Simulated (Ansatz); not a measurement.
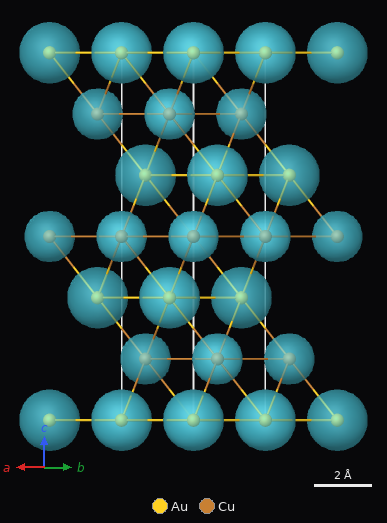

Figure. CuAu. Isosurface of the valence electron density at 0.6 e/Å³ (cyan), seen along [110]. Sticks mark near contacts.

Space group R-3m; a structure from a database of computed crystals, not necessarily the ambient phase; computed pressure about −17 GPa in this cell.

All numbers below come from Kohn-Sham DFT of a periodic cell, LDA, Ansatz PAW (Ansatz 0.2.0).

The calculation's input:

```
crystal:
  lattice:
    - [1.4620466157, 0.8441130071, 4.3121794307]
    - [-1.4620466157, 0.8441130071, 4.3121794307]
    - [0.0, -1.6882260143, 4.3121794307]
  atoms:
    - { symbol: Au, position: [0.0, 0.0, 0.0] }
    - { symbol: Cu, position: [0.5, 0.5, 0.5] }
hamiltonian:
  xc: lda
  pseudopotentials: { kind: paw }
kpoints:
  mp_grid: { grid: [11, 11, 11] }
scf:
  occupations: { method: fermi_dirac, width: 0.05 }
output:
  forces: true
  stress: true
  eigenvalues: true
  write_density: true
  write_potential: true
  elf: true
  volumetric_format: npy
```

Run with:

```sh
ansatz run input.yaml --threads 2 --pin off --max-ram 5632MiB --backend cpu --events-out ev --progress --plain --runs-dir out
```

Below, planes, directions and counts refer to the conventional cell (a = 2.92 Å, b = 2.92 Å, c = 12.94 Å, α = 90.00°, β = 90.00°, γ = 120.00°).

> What does this surface tell about the bonding?

At this value the density breaks into separate islands; it holds about 85 % of the electrons treated as valence (semicore included). It bridges none of the near contacts. It is pinched off along the sampled Cu–Au (2.74 Å), Cu–Cu (2.92 Å) and Au–Au (2.92 Å) contacts. On the grid the lowest density along these lines, outside the cores, is 0.26 e/Å³ (Cu–Au, 2.74 Å), 0.11 e/Å³ (Cu–Cu, 2.92 Å) and 0.27 e/Å³ (Au–Au, 2.92 Å).

> Does the calculation make it a metal, or give it a gap?

It is metallic or semimetallic at this level of theory: no gap opens.
